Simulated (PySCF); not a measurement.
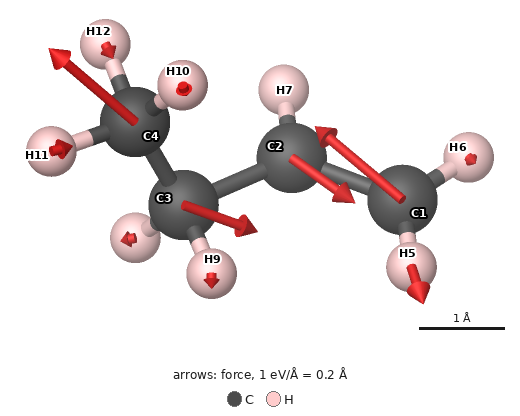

Starting geometry of C₄H₈ with the computed forces as red arrows. A ball-and-stick model, seen at a tilt.

The start comes from MMFF94s. Its atoms were then displaced at random by about 0.03 Å.

Computed with PBE0-D3(BJ)/def2-SVP geometry optimisation, gas phase in PySCF. 

Q: What follows when this structure is relaxed?

A: It isn't relaxed: the largest force vector, on a C atom, is 7.58 eV/Å. The final displacements follow the starting forces only in part (cosine between the two patterns 0.61). The largest move after the best rigid fit is that of a C atom, 0.12 Å. Largest moves by element: C 0.12 Å, H 0.08 Å. Near-neighbour distances that change, for instance: C–C 1.393 → 1.526 Å, C–C 1.435 → 1.334 Å, C–H 1.024 → 1.095 Å, C–H 1.164 → 1.100 Å. Bond angles that change, for instance: H–C–H 127.3° → 117.0°, C–C–H 120.7° → 111.0°, C–C–H 118.5° → 108.9°. The energy falls by 0.993 eV in 7 geometry steps. Cost: 18 s on 1 thread of Arm Neoverse V2, with other jobs on the host.
